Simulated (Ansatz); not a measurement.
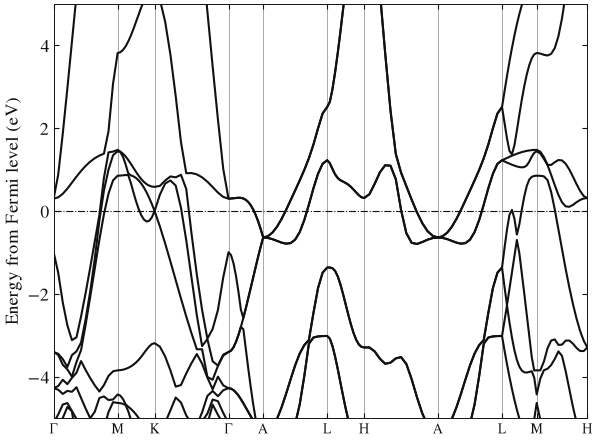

Band structure. Energies are counted from the Fermi level. The path runs straight from each named point to the next.

Question: Which Bravais lattice do the labels of the path belong to?

Answer: A hexagonal (primitive) lattice: the path Γ–M–K–Γ–A–L–H–A–L–M–H runs through the special points of its Brillouin zone.

Input of the run:

```
crystal:
  lattice:
    - [2.589972, 0.0, 0.0]
    - [-1.294986, 2.242984, 0.0]
    - [0.0, 0.0, 4.141328]
  atoms:
    - { symbol: Ir, position: [0.33333, 0.66667, 0.25] }
    - { symbol: Ir, position: [0.66666, 0.33333, 0.75] }
  symmetry: { tolerance: 0.0003 }
kpoints:
  mp_grid: { grid: [15, 15, 8], shift: [0, 0, 0] }
  band_path:
    path:
      - [0.0, 0.0, 0.0]
      - [0.5, 0.0, 0.0]
      - [0.33333333, 0.33333333, 0.0]
      - [0.0, 0.0, 0.0]
      - [0.0, 0.0, 0.5]
      - [0.5, 0.0, 0.5]
      - [0.33333333, 0.33333333, 0.5]
      - [0.0, 0.0, 0.5]
      - [0.5, 0.0, 0.5]
      - [0.5, 0.0, 0.0]
      - [0.33333333, 0.33333333, 0.5]
    npoints: 14
magnetization:
  spin_polarized: false
scf:
  occupations: { method: fermi_dirac }
  lower_state_search: "off"
  max_iter: 200
hamiltonian:
  pseudopotentials: { kind: paw }
  xc: r2scan
basis:
  ecutwfc: 500
  fft_grid_basis: typed
output:
  forces: true
  stress: true
  eigenvalues: true
  bader: true
  populations: true
  elf: true
  write_potential: true
  volumetric_format: npy
  dos:
    e_range: [-12, 8]
    de: 0.05
    projected: { site_lists: { Ir: [Ir] } }
checkpoint:
  read: saved_state
```

Launched with:
```bash
ansatz run input.yaml --threads 1 --pin off --max-ram 2560MiB --backend cpu --events-out ev --progress --plain --runs-dir out
```

Question: Does this material conduct, going by its bands?

Answer: A metal: 5 bands cross the Fermi level along this path.

Question: Which levels at L lie nearest to the Fermi level?

Answer: At L the nearest levels lie 1.37 eV below and 1.22 eV above the Fermi level.

The structure was built from a prototype or by substitution, so it need not be a known phase. The cell is at 98 GPa in this functional. Spin-orbit coupling is left out, which matters for Ir.
